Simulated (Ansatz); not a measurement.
TiAl$_{3}$

Input file:

```
crystal:
  lattice:
    - [3.95567125, 0.0, 0.0]
    - [0.0, 3.95567125, 0.0]
    - [0.0, 0.0, 7.9113425]
  atoms:
    - { symbol: Ti, position: [-0.0178757722, -0.0178757722, 0.0] }
    - { symbol: Ti, position: [0.0178757722, 0.0178757722, 0.5] }
    - { symbol: Al, position: [0.4844597616, 0.4844597616, 0.0] }
    - { symbol: Al, position: [0.5155402384, 0.5155402384, 0.5] }
    - { symbol: Al, position: [0.5, 0.0, 0.25] }
    - { symbol: Al, position: [0.5, 0.0, 0.75] }
    - { symbol: Al, position: [0.0, 0.5, 0.25] }
    - { symbol: Al, position: [0.0, 0.5, 0.75] }
basis:
  ecutwfc: 500
kpoints:
  mp_grid: { grid: [12, 12, 6] }
hamiltonian:
  xc: r2scan
scf:
  occupations: { method: gaussian, width: 0.15 }
output:
  forces: true
  stress: true
  eigenvalues: true
  write_density: true
  write_potential: true
  elf: true
  volumetric_format: npy
```

Command:

```sh
ansatz run input.yaml --threads 2 --pin off --max-ram 5120MiB --backend cpu --events-out ev --progress --plain --runs-dir out
```

Below, planes, directions and counts refer to the conventional cell (a = 5.59 Å, b = 5.59 Å, c = 7.91 Å, α = 90.00°, β = 90.00°, γ = 90.00°).

Space group Cmcm; a structure from a database of computed crystals, not necessarily the ambient phase; not relaxed (largest force 0.6 eV/Å); computed without spin polarisation.

These are results of DFT r2SCAN, scalar-relativistic, plane waves, PAW in Ansatz 0.2.0, not measurements.

The density is the valence pseudo-density of a PAW calculation; it isn't the true density close to the nuclei.

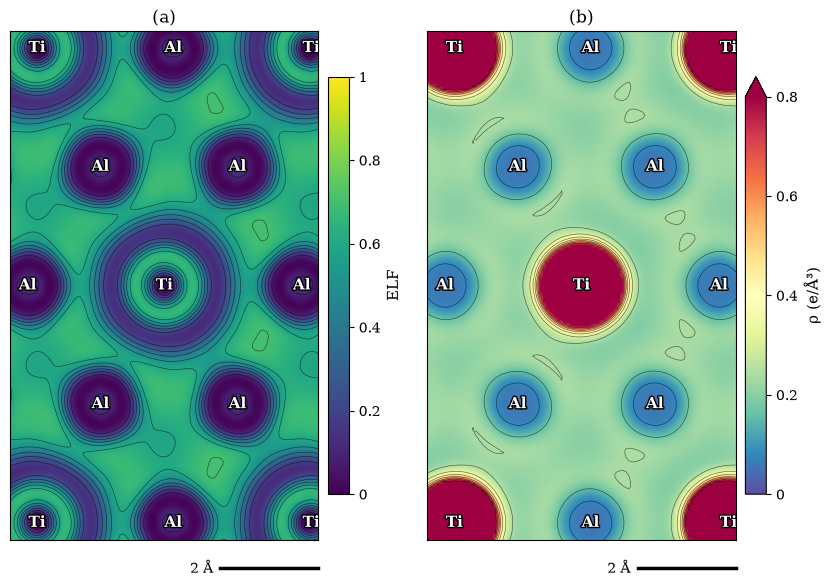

Figure 1. (a) ELF; (b) valence electron density on the (101) plane of the conventional cell.

**Describe what can be read from this map.**

The plane passes through Ti and Al nuclei.
Ti–Al (2.75 Å): ρ is about 0.23 e/Å³ halfway; the ELF is about 0.40 at the midpoint.
Al–Al (2.75 Å): ρ is about 0.24 e/Å³ halfway; the ELF peaks at about 0.70 between the atoms.
Al–Al (2.80 Å): the density is about 0.23 e/Å³ at the midpoint; the ELF peaks at about 0.65 between the atoms.
Ti–Al (2.78 Å): ρ at the midpoint is about 0.22 e/Å³; the ELF is about 0.35 at the midpoint.
Al–Al (2.84 Å): ρ is about 0.22 e/Å³ halfway; the ELF peaks at about 0.65 between the atoms.
Between the atoms the lowest density in this plane is 0.2 e/Å³.
The features right at Ti lie inside the PAW spheres, where the map follows smoothed inner orbitals and isn't to be read closely.

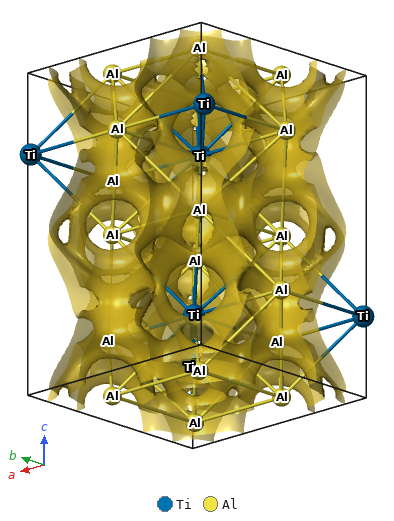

Figure 2. Isosurface of the electron localisation function at 0.6 (yellow), seen at an oblique angle. Only the valence region is drawn (cores and ρ < 0.01 e/Å³ removed). Sticks mark near contacts.

**Where are the electrons localised?**

The ELF exceeds this value in one network that runs through the whole crystal, counted in one cell of 16 atoms. Regions shared between cells count once.

**Does the calculation give a band gap?**

It is metallic or semimetallic at this level of theory: no gap opens.
